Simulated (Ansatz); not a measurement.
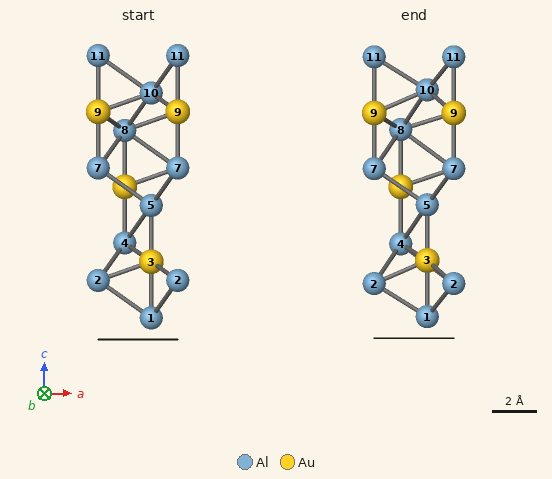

The structure of a slab of composition Al8Au3 (cut from the Fm-3m phase) before (left) and after (right) a relaxation, at one scale.

Style: ball-and-stick. Shown: the cell of the calculation, outlined in the plane, without the vacuum, along the b axis.

Case: (1 1 1) slab, atoms relaxed. The slab is the (1 1 1) face of Al2Au.

The calculation used DFT PBEsol, scalar-relativistic, plane waves, PAW in Ansatz. Settings: plane-wave cutoff 420 eV; k-point mesh 9 × 9 × 1; occupations gaussian; smearing width 0.1 eV; no spin polarisation; dipole correction; atoms relaxed in a fixed cell; force threshold 0.02 eV/Å; at most 60 steps.

> What changed between the two?

After 4 geometry steps the energy has fallen by 99.3 meV per cell of the calculation. Largest force component: 0.41 eV/Å at the start, 0.0026 eV/Å at the end. The largest moves relative to the layer's centre, 0.14 Å, are those of Al atoms. By element the largest moves are Al 0.14 Å, Au 0.06 Å. The cell stays as it was. Some distances before and after: Al–Al 3.001 → 2.888 Å, Al–Au 2.599 → 2.674 Å, Al–Al 3.001 → 3.061 Å, Al–Au 2.599 → 2.644 Å. Bond angles that change, for instance: Al–Al–Al 90.0° → 94.6°, Au–Al–Au 109.5° → 105.1°, Au–Al–Au 109.5° → 107.3°. The run took roughly 2.3 core-minutes on a shared host.
